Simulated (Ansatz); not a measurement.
Si64Ti: several calculations on one system

Part 1: Relaxation

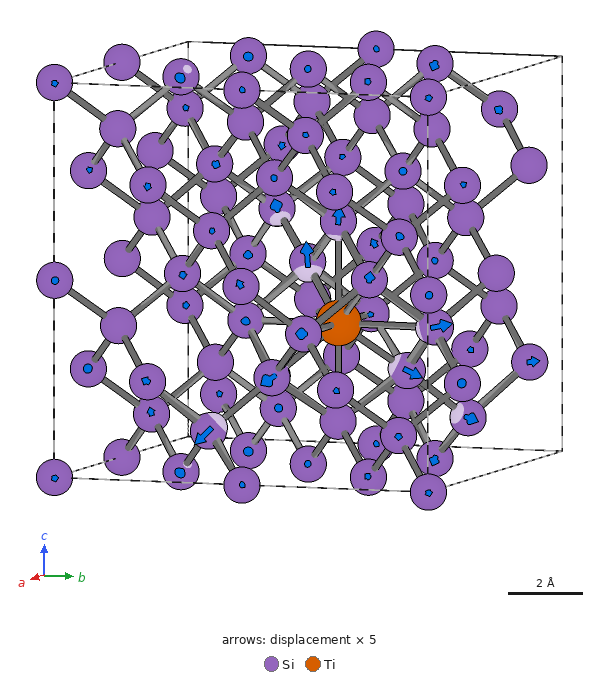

This is a relaxation of a defect cell of composition Si64Ti (cell charge +2). The starting structure is drawn faded, the final one solid; blue arrows show the displacements, magnified 5 times.

A ball-and-stick model of the cell of the calculation (origin shifted), seen slightly off an axis.

Method: Ansatz 0.2.0, DFT, PBEsol, PAW, plane waves. (plane-wave cutoff 420 eV; k-point mesh 1 × 1 × 1; mesh shifted by (0.25, 0.25, 0.25); no spin polarisation; atoms relaxed in a fixed cell; force threshold 0.03 eV/Å; at most 80 steps)

What happened in the run?

Answer. Over 3 geometry steps the energy falls by 1.039 eV per cell of the calculation. Largest force component: 1.8 eV/Å at the start, 0.02 eV/Å at the end. The largest move is that of a Si atom, 0.16 Å along [−2 −1 3]. Largest moves by element: Si 0.16 Å, Ti 0.02 Å. The cell stays as it was. Some distances before and after: Si–Ti 2.341 → 2.482 Å, Si–Ti 2.683 → 2.806 Å, Si–Si 2.307 → 2.427 Å, Si–Ti 2.363 → 2.481 Å. Bond angles that change, for instance: Si–Si–Si 109.6° → 102.6°, Si–Si–Si 108.9° → 114.9°, Si–Si–Si 108.5° → 102.7°. Cost: 35 s on 7 threads of Arm Neoverse-V2, peak memory 1.9 GiB.

Limits of the set-up: the cell is charged, on a uniform background, and energies carry no finite-size correction.

Part 2: Defect

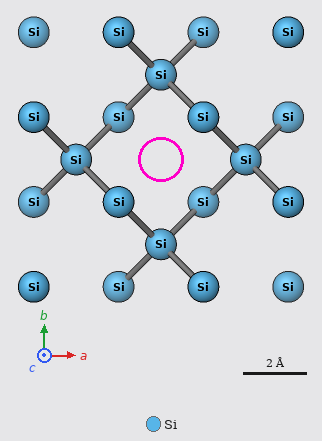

Perfect Si. Style: ball-and-stick. Shown: the atoms within 6.0 Å of one point, in a slice 5.0 Å thick across the line of sight, along the c axis.

Level of theory: DFT, PBEsol, PAW, plane waves in Ansatz. Set-up: plane-wave cutoff 420 eV; k-point mesh 1 × 1 × 1; mesh shifted by (0.25, 0.25, 0.25); no spin polarisation. Fermi-Dirac smearing of 0.01 eV. A uniform background neutralises the charged cell. The axes drawn are those of the host's conventional cell.

An extra titanium atom is put between the host's atoms (an interstitial) at the ringed place, in charge state +2. The supercell has 64 sites, and the atoms are relaxed at the host's cell.

**Predict the relaxed surroundings of the defect.**

The Ti atom starts with 10 Si at 2.35 to 2.72 Å around its place and ends with 10 Si at 2.40 to 2.81 Å. Of the host's atoms, a silicon atom moves furthest from its site, by 0.15 Å.

The relaxed defect, seen from the same direction:

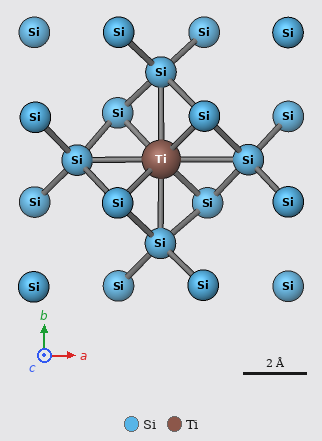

Limits of the set-up: the cell is charged, on a uniform background, and energies carry no finite-size correction.

Part 3: Defect

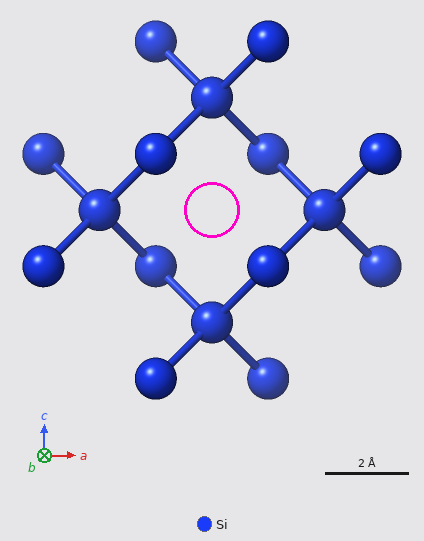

Perfect Si. A ball-and-stick model of the atoms within 4.6 Å of one point, in a slice 5.0 Å thick across the line of sight, seen along the b axis.

Method: DFT, PBEsol, PAW, plane waves in Ansatz. Set-up: plane-wave cutoff 420 eV; k-point mesh 1 × 1 × 1; mesh shifted by (0.25, 0.25, 0.25); no spin polarisation. Fermi-Dirac smearing of 0.01 eV. A uniform background neutralises the charged cell. The axes drawn are those of the host's conventional cell.

An extra titanium atom is put between the host's atoms (an interstitial) at the ringed place, in charge state +4. The supercell has 64 sites, and the atoms are relaxed at the host's cell.

### Predict the relaxed surroundings of the defect.

The Ti atom starts with 10 Si at 2.35 to 2.72 Å around its place and ends with 10 Si at 2.46 to 2.77 Å. Of the host's atoms, a silicon atom moves furthest from its site, by 0.15 Å.

The relaxed defect, seen from the same direction:

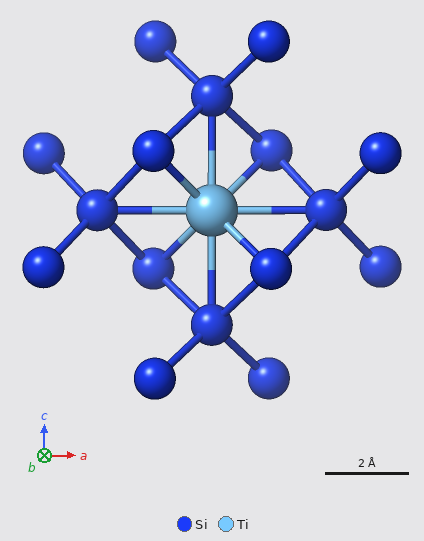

Limits of the set-up: the cell is charged, on a uniform background, and energies carry no finite-size correction.
